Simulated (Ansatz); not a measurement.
## Au: an electron-density study

Space group Im-3m. This isn't the usual form at ambient conditions. The cell comes from a database of computed structures, not from a measurement.

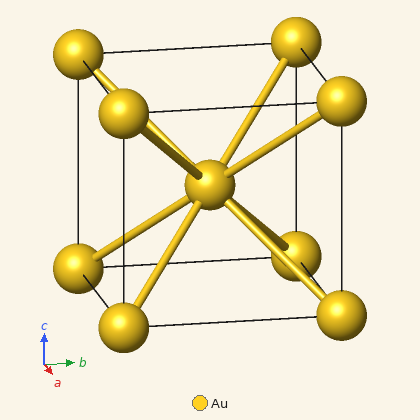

The conventional cell.

Input file:

```
crystal:
  lattice:
    - [-1.657269, 1.657269, 1.657269]
    - [1.657269, -1.657269, 1.657269]
    - [1.657269, 1.657269, -1.657269]
  atoms:
    - { symbol: Au, position: [0.0, 0.0, 0.0] }
basis:
  ecutwfc: 420
  fft_grid_basis: typed
kpoints:
  mp_grid: { grid: [14, 14, 14] }
hamiltonian:
  xc: pbe
  pseudopotentials: { kind: paw }
scf:
  occupations: { method: gaussian, width: 0.05 }
output:
  forces: true
  stress: true
  eigenvalues: true
  bader: true
  write_density: true
  volumetric_format: npy
  elf: true
```

Command:

```sh
ansatz run input.yaml --threads 1 --pin off --max-ram 2560MiB --backend cpu --events-out ev --progress --plain --runs-dir out
```

The picture shows the conventional cell (a = 3.31 Å, b = 3.31 Å, c = 3.31 Å, α = 90.00°, β = 90.00°, γ = 90.00°).

Theory: DFT PBE, scalar-relativistic, plane waves, PAW (Ansatz 0.2.0).

Core electrons are frozen (PAW), so the maps are meaningful between the atoms, not at the nuclei.

## 1. Bonding charge

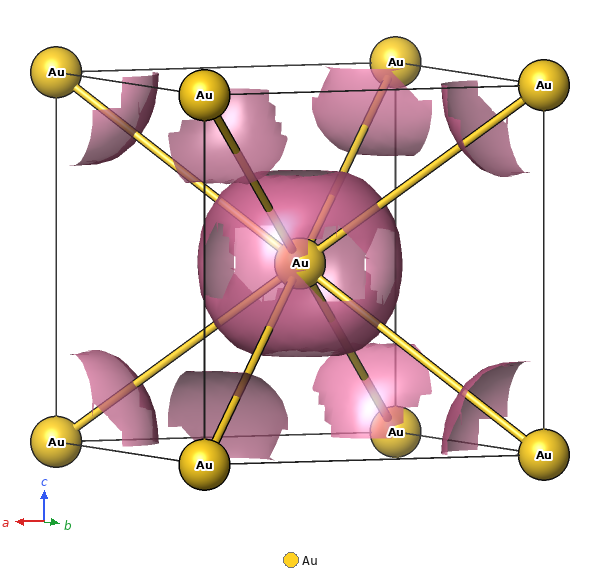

*Density of the crystal less the sum of free-atom densities: pink surfaces at −0.04, none at +0.04 e/Å³, in the conventional cell seen at an oblique angle (the regions close to the nuclei are left out). Cores are masked to 0.9 Å (Au).*

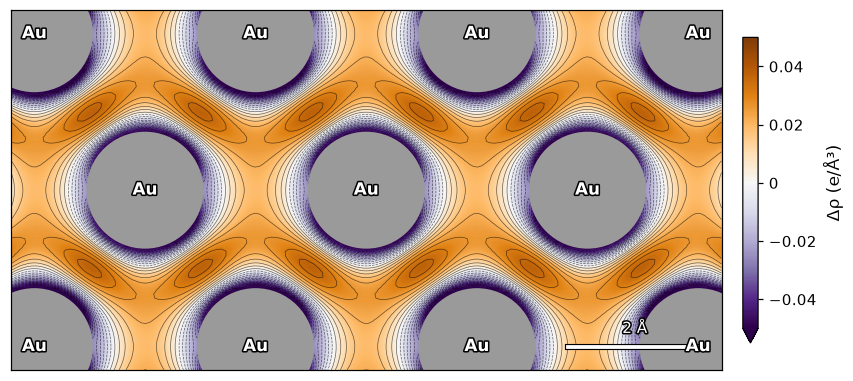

Second picture: a map on the (11̄0) plane of the conventional cell, with grey discs over the atomic cores.

**Where does charge go when the atoms form this crystal?**

Au–Au (2.87 Å): Δρ is +0.04 e/Å³ at the midpoint. Over the whole cell, outside the masked cores, the largest gain, 0.04 e/Å³, lies 1.4 Å from a gold nucleus, and the largest loss lies at the edge of the masked core of Au. The rearranged charge, half the integral of |Δρ|, is about 0.25 e an atom.

## 2. States by energy

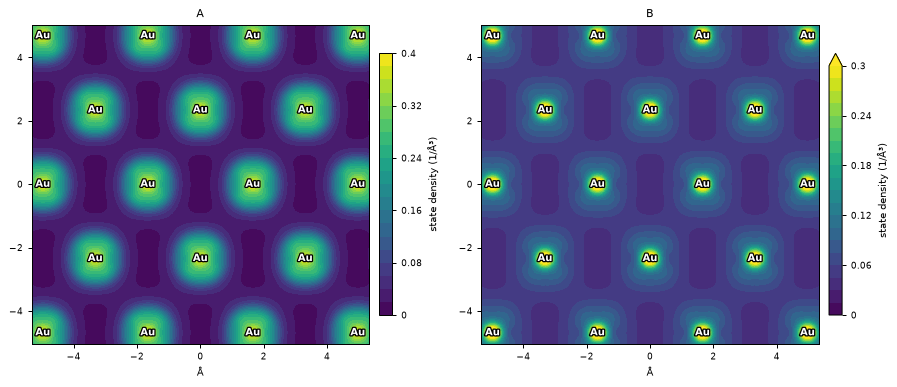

Au: densities of the states in two energy windows, on the (110) plane of the conventional cell.

**The windows, about the Fermi level, are −9.3 to −6.2 eV and −6.2 to −3.1 eV. Which panel shows which?**

Panel A: −6.2 to −3.1 eV, the middle third of the occupied valence band, mainly Au 5d (95 %).
Panel B: −9.3 to −6.2 eV, the lower third of the occupied valence band, mainly Au 6s (50 %) and Au 5d (50 %).
The characters are Löwdin shares on a minimal set of atomic orbitals.

## 3. Change of volume

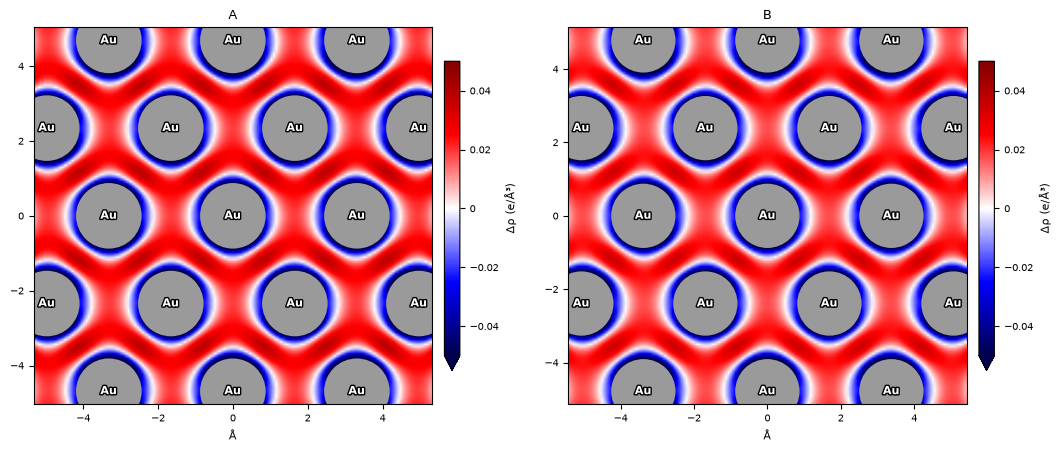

Au: deformation density on the (011) plane of the conventional cell at two volumes, with the same fractional coordinates and one colour scale. Grey discs cover the cores. Panel B has 106 % of the volume of panel A.

**What changes between the database cell and the scaled one?**

From A to B, Au–Au goes from 2.87 to 2.93 Å, and Δρ at its midpoint from +0.04 to +0.03 e/Å³. The pressure is −1.8 GPa in A and −8.0 GPa in B. The rearranged charge is 0.25 e an atom in A and 0.24 e in B.

## 4. Putting it together

The two pressures give a mean stiffness −ΔP/Δln V of about 106 GPa over this range, with the atoms held at their fractional positions.

Run times: 11 s (base cell), 2.8 s (state densities) and 11 s (scaled cell), on 1 thread of Arm Neoverse N1, with other jobs on the host.
